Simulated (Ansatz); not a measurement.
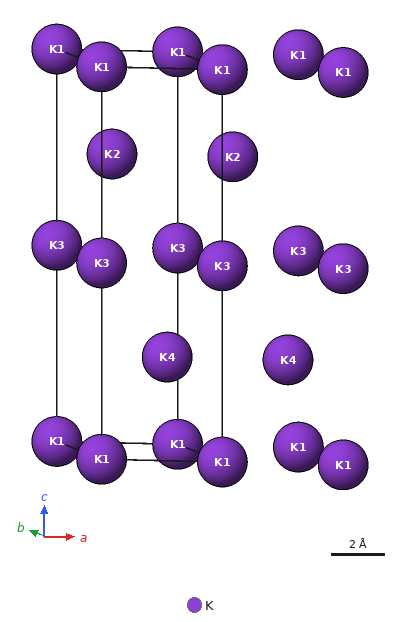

*The starting structure (spheres-only view of the cell of the calculation, repeated 2 × 1 × 1, seen slightly off an axis; atoms are numbered from 1 in the order of the input).*

**K: geometry relaxation**

System: K (4 atoms in the cell).
Method: DFT PBE+D3(BJ), scalar-relativistic, plane waves, PAW, no spin polarisation (Ansatz 0.2.0).

The structure derives from a Materials Project entry. Figures and captions count atoms from 1; the log counts them from 0 in places.

## Log
```
Engine: ansatz 0.2.0, x86_64-unknown-linux-gnu
Pseudopotentials: kind: paw
Pseudopotential: K, paw, valence charge 9, recommended cutoff 420 eV (normal), K.paw.azcp
Functional definition: PBE
  parameter kappa = 0.804
  parameter beta = 0.06672455060314922
  exchange = pbe_x(kappa = kappa, mu = beta*pi^2/3)
  correlation = pbe_c(beta = beta)
Crystal: 4 atoms, lattice volume = 276.849 Å³
Basis set: ecut = 420 eV, 5469 PW (Γ), exchange–correlation on 64×64×216 points (8 copies of the dense FFT grid, shifted against one another)
Bands: 22, of which v1, the nominal top of the filled ones, is band 18 counted from 1 (17 counted from 0)
Symmetry: 24 space group operations
Space group: P63/mmc (ITA 194), of the structure as read, at distance tolerance 6.5e-5 Å
k-points: 57 of 576
Non-local potential: K, projectors of the file, l = 0: 3, l = 1: 2, l = 2: 2
PAW form: soft (Blöchl's): semilocal exchange-correlation on the pseudo side does not see the compensation charge
PAW one-centre angular grid: K, 110 points (default); XC on 64 Gauss nodes
Initial density: superposition of atomic densities (neutral atoms: chi_scale 0, normalization atom), corrected by the library's trained network
Initial wavefunctions: pseudopotential atomic-orbital guess
Functional: x = pbe(κ = 0.804, μ = 0.2195149727645171), c = pbe(β = 0.06672455060314922)
SCF iter   1: F=—  HF=-6151.614338 eV  |F-HF|=—  |Δ(HF+E_count)|=         —  Δρ=3.74e-4  dr2=6.08e-4  ethr=1.77e-3  ⟨swp⟩=6.3  Hψ=6618  notcnv=0
preconditioner: auto → Kerker (q_TF=auto, 1.942 Å⁻¹)  [metal: Δε(μ)=0.039 eV  Ē_g=1.925 eV  σ=0.100 eV  W_gap=0.21  n_scr=38 (ndim 8)  ℏωp=4.5 eV  f_vac=0.000  D(μ)=2.54/eV (n_scr^D=6)]
SCF iter   2: F=—  HF=-6151.614026 eV  |F-HF|=—  |Δ(HF+E_count)|=   3.12e-4  Δρ=2.14e-4  dr2=2.40e-4  ethr=1.69e-6  ⟨swp⟩=2.4  Hψ=2728  notcnv=0
SCF iter   3: F=—  HF=-6151.614134 eV  |F-HF|=—  |Δ(HF+E_count)|=   1.08e-4  Δρ=6.77e-5  dr2=2.22e-5  ethr=6.67e-7  ⟨swp⟩=2.0  Hψ=2052  notcnv=0
SCF iter   4: F=—  HF=-6151.614324 eV  |F-HF|=—  |Δ(HF+E_count)|=   1.90e-4  Δρ=1.95e-5  dr2=2.23e-6  ethr=6.15e-8  ⟨swp⟩=1.8  Hψ=1368  notcnv=0
SCF iter   5: F=—  HF=-6151.614325 eV  |F-HF|=—  |Δ(HF+E_count)|=   8.39e-7  Δρ=8.00e-6  dr2=4.10e-7  ethr=6.20e-9  ⟨swp⟩=2.5  Hψ=2075  notcnv=0
SCF iter   6: F=-6151.614325 eV  HF=-6151.614325 eV  |F-HF|=5.04e-9  |Δ(HF+E_count)|=   1.64e-7  Δρ=3.37e-6  dr2=7.90e-8  ethr=2.78e-10  ⟨swp⟩=10.3  Hψ=8070  notcnv=0
SCF 1 converged in 6 iterations: F = -6151.614325 eV  dr2 = 7.90e-8
  greatest PAW one-centre occupation: 0.988 electrons in one spin orbital (limit 2), on the K atom at site 2 (counted from 0), in its partial waves of l = 0
relax step   1: F+E_penalty+E_count = -6151.61432488 eV  Δ(F+E_penalty+E_count) = +0.000e0 eV  max|allowed force component| = 1.735e-18 eV/Å  Δτ_max = 0.0000 Å  P = -0.010 GPa  Ω = 276.849 Å³  (6 SCF iters, dr2 threshold 1.00e-7 eV, accepted)
Initial density: handed on by an earlier stage of this run
Initial wavefunctions: pseudopotential atomic-orbital guess (no wavefunctions were taken with the density)
iter 1 solved again at ethr=2.09e-8 eV; its pass at ethr=3.10e-3 eV (dr2=7.54e-6 eV) is discarded
SCF iter   1: F=—  HF=-6151.614133 eV  |F-HF|=—  |Δ(HF+E_count)|=         —  Δρ=3.36e-6  dr2=7.89e-8  ethr=2.09e-8  ⟨swp⟩=4.2  Hψ=10638  notcnv=0
preconditioner: auto → Kerker (q_TF=auto, 1.942 Å⁻¹)  [metal: Δε(μ)=0.039 eV  Ē_g=1.926 eV  σ=0.100 eV  W_gap=0.21  n_scr=38 (ndim 8)  ℏωp=4.5 eV  f_vac=0.000  D(μ)=2.54/eV (n_scr^D=6)]
SCF iter   2: F=—  HF=-6151.614325 eV  |F-HF|=—  |Δ(HF+E_count)|=   1.92e-4  Δρ=2.31e-6  dr2=5.02e-8  ethr=2.19e-10  ⟨swp⟩=1.5  Hψ=1450  notcnv=0
SCF iter   3: F=—  HF=-6151.614325 eV  |F-HF|=—  |Δ(HF+E_count)|=   3.46e-9  Δρ=7.24e-7  dr2=2.05e-9  ethr=1.40e-10  ⟨swp⟩=1.8  Hψ=1373  notcnv=0
SCF iter   4: F=—  HF=-6151.614325 eV  |F-HF|=—  |Δ(HF+E_count)|=  6.82e-11  Δρ=1.63e-7  dr2=1.33e-10  ethr=5.70e-12  ⟨swp⟩=1.8  Hψ=1358  notcnv=0
SCF iter   5: F=-6151.614325 eV  HF=-6151.614325 eV  |F-HF|=5.46e-12  |Δ(HF+E_count)|=  3.46e-11  Δρ=5.13e-8  dr2=2.32e-11  ethr=1.00e-12  ⟨swp⟩=6.9  Hψ=5999  notcnv=0
SCF 2 converged in 5 iterations: F = -6151.614325 eV  dr2 = 2.32e-11
relax step   2: F+E_penalty+E_count = -6151.61432489 eV  Δ(F+E_penalty+E_count) = -1.090e-8 eV  max|allowed force component| = 1.807e-18 eV/Å  Δτ_max = 0.0000 Å  P = -0.010 GPa  Ω = 276.849 Å³  stress off target by 1.91e-2 GPa  SCF on the basis re-selected at this cell (its energy is not comparable with the rows above)  (5 SCF iters)
```

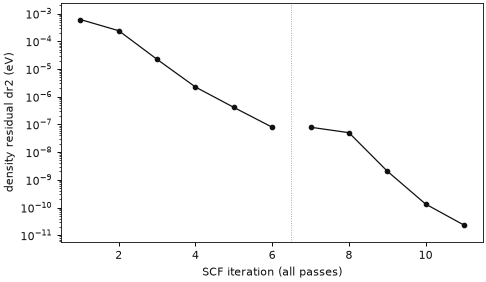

*Convergence of the self-consistent field: density residual dr2 against the SCF iteration. The dotted lines part the SCF passes of the relaxation: geometry steps, rejected trials and re-solves on a re-selected basis.*

The passes take 6 and 5 iterations.

```
basis re-selected at this cell: Δ(F+E_penalty+E_count) = -1.090e-8 eV, ΔP = +0.000 GPa vs the last step (what re-selecting the basis moved, of the pressure what is left beyond the Pulay correction that the steps carried, after the strain that the cell walked since its last selection, with what the two solves' SCF thresholds leave and, on support functions, any second-order correction that the steps lacked; it is no measure of the basis error at this ecutwfc). This SCF's stress stands 1.91e-2 GPa from its target on what of the cell is left free (relax.cell.stress_tol is 5.00e-2 GPa) and its largest allowed force component is 1.81e-18 eV/Å (relax.f_tol is 5.00e-3 eV/Å): within both
SCF converged after 5 iterations
Free energy (F): -6151.614325 eV
Harris-Foulkes:  -6151.614325 eV  (|F-HF|=5.46e-12)
Internal energy: -6151.601606 eV  (E = F + TS)
E sigma→0 (E₀):  -6151.607965 eV
Entropy (-TS):   -0.012719 eV (-3.180 meV/atom)
Fermi energy:    2.017409 eV
--- Per-component energies (eV) ---
  E_band       = -561.167072
  E_kinetic    = 1009.481413
  E_local      = -2963.092026  (includes V_loc(G=0)·N_el)
  E_nonlocal   = 51.918302
  E_hartree    = 1054.458794
  E_xc         = -535.446309
  E_vxc        = -652.710677  (∫ρ·V_xc dr)
  E_paw        = -3127.464650  (= ΣΔE_a)
  E_vpaw       = -115.681655  (= ΣTr[D̂ρ^β])
  E_aug_tail   = -0.000013  (compensation charges beyond the density's cutoff)
  E_ewald      = -1640.975751
  E_disp       = -0.481366  (pairwise vdW)
  E_smearing   = -0.012719  (= −TS)
  E_closure    = -0.000000  (closes the sum)
  Σ components = -6151.614325   (vs F -6151.614325, Δ=0.00e0)
--- Forces (eV/Å), atoms counted from 1 ---
  atom   1  K      0.00000000    -0.00000000    -0.00000000
  atom   2  K     -0.00000000    -0.00000000     0.00000000
  atom   3  K      0.00000000    -0.00000000     0.00000000
  atom   4  K      0.00000000     0.00000000     0.00000000
  max |Σ_I F_I| component: 1.45e-18 eV/Å
--- Stress (GPa, compression-positive) ---
       -0.004796       0.000000       0.000000
        0.000000      -0.004796       0.000000
        0.000000       0.000000      -0.019055
  P = ⅓ Tr σ = -0.0095 GPa (-0.095 kbar)
--- Band table (eV; the first three rows and the last of 57) ---
  k-point 0: bands = ["-30.0731", "-30.0707", "-30.0704", "-30.0680", "-13.6031", "-13.5621", "-13.5614", "-13.5314", "-13.5314", "-13.5257", "-13.5257", "-13.5256", "-13.5256", "-13.5198", "-13.5198", "-13.5196", "-0.2277", "0.5244", "0.5248", "2.3515", "2.6035", "4.8135"]
  k-point 1: bands = ["-30.0729", "-30.0715", "-30.0695", "-30.0682", "-13.6000", "-13.5776", "-13.5457", "-13.5310", "-13.5310", "-13.5278", "-13.5278", "-13.5234", "-13.5234", "-13.5228", "-13.5202", "-13.5202", "-0.1791", "0.2022", "0.9239", "1.9031", "3.0761", "4.2503"]
  k-point 2: bands = ["-30.0723", "-30.0723", "-30.0687", "-30.0687", "-13.5911", "-13.5911", "-13.5320", "-13.5320", "-13.5297", "-13.5297", "-13.5297", "-13.5297", "-13.5215", "-13.5215", "-13.5215", "-13.5215", "-0.0345", "-0.0345", "1.3888", "1.3888", "3.6634", "3.6634"]
  k-point 56: bands = ["-30.0670", "-30.0670", "-30.0667", "-30.0667", "-13.5832", "-13.5832", "-13.5792", "-13.5792", "-13.5688", "-13.5688", "-13.5655", "-13.5655", "-13.5412", "-13.5412", "-13.5408", "-13.5408", "2.9131", "2.9131", "3.0251", "3.0251", "3.0473", "3.0473"]
--- Relaxed structure (1 steps of the walk, 1 accepted, 1 SCFs on fresh bases) ---
  F+E_penalty+E_count = -6151.61432489 eV   max|allowed force component| = 1.807e-18 eV/Å   (the final SCF, on the basis selected at the relaxed cell)
  cell:  # Å, volume = 276.8491 Å³
    - [4.614603641264219, -2.886739228031125e-11, 0.0]
    - [-2.30730182060711, 3.99636398174542, 0.0]
    - [0.0, 0.0, 15.0121763284]
  atoms:
    - { symbol: K, position: [0.0, 0.0, 0.0] }
    - { symbol: K, position: [0.3333333333333332, 0.6666666666666665, 0.7499999999999997] }
    - { symbol: K, position: [0.0, 0.0, 0.49999999999999983] }
    - { symbol: K, position: [0.6666666666666665, 0.33333333333333326, 0.24999999999999992] }
```

## Trajectory as extended XYZ (Å, eV, eV/Å), 2 frames, from step=1 to step=2
```
4
Lattice="4.6146 0.0000 0.0000 -2.3073 3.9964 0.0000 0.0000 0.0000 15.0122" Properties=species:S:1:pos:R:3:forces:R:3 step=1 energy=-6151.61432 pressure_GPa=-0.01
K     0.0000    0.0000    0.0000    0.0000   0.0000   0.0000
K     0.0000    2.6642   11.2591    0.0000   0.0000   0.0000
K     0.0000    0.0000    7.5061    0.0000   0.0000   0.0000
K     2.3073    1.3321    3.7530    0.0000   0.0000   0.0000
4
Lattice="4.6146 0.0000 0.0000 -2.3073 3.9964 0.0000 0.0000 0.0000 15.0122" Properties=species:S:1:pos:R:3:forces:R:3 step=2 energy=-6151.61432 pressure_GPa=-0.01
K     0.0000    0.0000    0.0000    0.0000   0.0000   0.0000
K     0.0000    2.6642   11.2591    0.0000   0.0000   0.0000
K     0.0000    0.0000    7.5061    0.0000   0.0000   0.0000
K     2.3073    1.3321    3.7530    0.0000   0.0000   0.0000
```

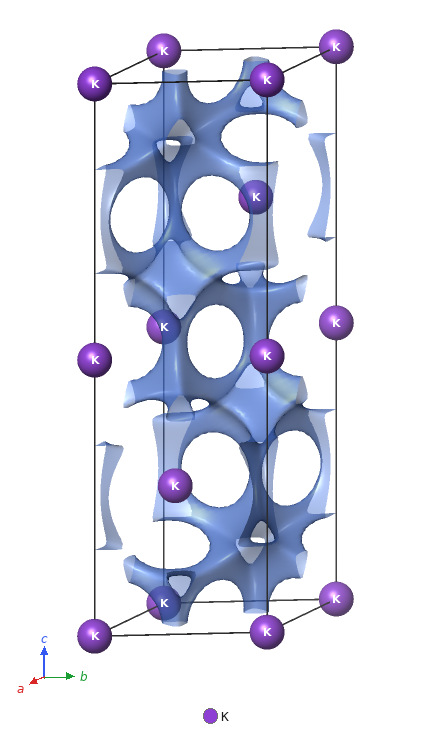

*Isosurface of the ELF at 0.4 (blue), seen slightly off an axis. Core shells and regions of very low density are left out. Sticks mark near contacts. The outline is the cell set on symmetry axes.*

The ELF exceeds this value in one network that runs through the whole crystal, counted in one cell of 4 atoms. Profiles from the grid: The fields are those of the smooth PAW valence density.

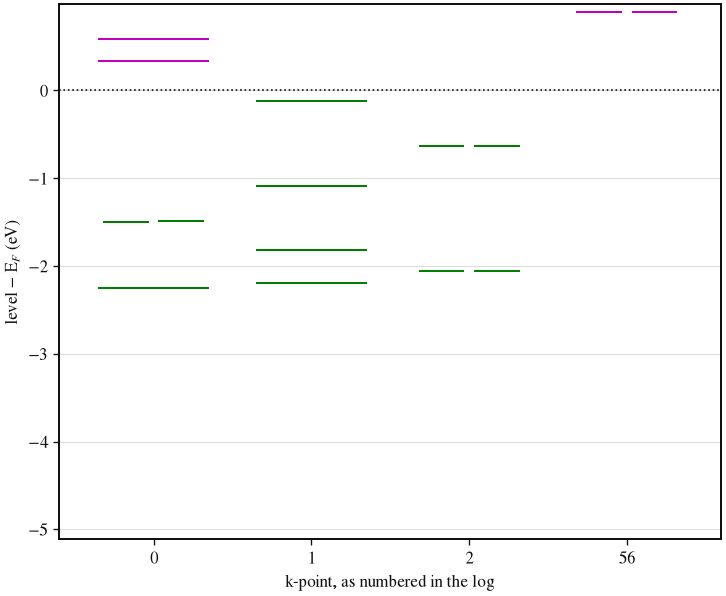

*Kohn–Sham levels near the Fermi level (dotted) at the few k-points that the log prints; levels within 0.02 eV of each other stand side by side.*

The system is metallic on the full mesh.

This output came from the following input.

## Input
```yaml
crystal:
  lattice:
    - [4.6146036413, 0.0, 0.0]
    - [-2.3073018206, 3.9963639817, 0.0]
    - [0.0, 0.0, 15.0121763284]
  atoms:
    - { symbol: K, position: [0.0, 0.0, 0.0] }
    - { symbol: K, position: [0.3333333333, 0.6666666667, 0.75] }
    - { symbol: K, position: [0.0, 0.0, 0.5] }
    - { symbol: K, position: [0.6666666667, 0.3333333333, 0.25] }
basis:
  ecutwfc: 420
kpoints:
  mp_grid: { grid: [12, 12, 4] }
hamiltonian:
  xc: pbe
  dispersion: d3bj
scf:
  occupations: { method: gaussian, width: 0.1 }
output:
  forces: true
  stress: true
  eigenvalues: true
  write_density: true
  write_potential: true
  elf: true
  volumetric_format: npy
relax:
  adjacent_minimum: "off"
  f_tol: 0.005
  max_steps: 80
  cell: { stress_tol: 0.05 }
```

Launch command:
```bash
ansatz run input.yaml --threads 1 --pin off --max-ram 2560MiB --backend cpu --events-out ev --progress --plain --runs-dir out
```

## Summary

```tsv
quantity	value
outcome	converged
space group (tolerance 0.01 Å)	P6₃/mmc (194)
electrons treated	36
free energy	−6151.6143 eV
Fermi energy	2.017 eV
gap on the k-point mesh	none (metallic)
pressure	−0.01 GPa
final volume	276.85 Å³
largest force (length of the vector) at the end	under 0.001 eV/Å
final cell	a = 4.615 Å, b = 4.615 Å, c = 15.012 Å, α = 90.00°, β = 90.00°, γ = 120.00°
hardware	1 thread of AMD EPYC (Zen 3), 128 GiB of memory available, shared host
wall time	35 s
peak memory	0.65 GiB
```
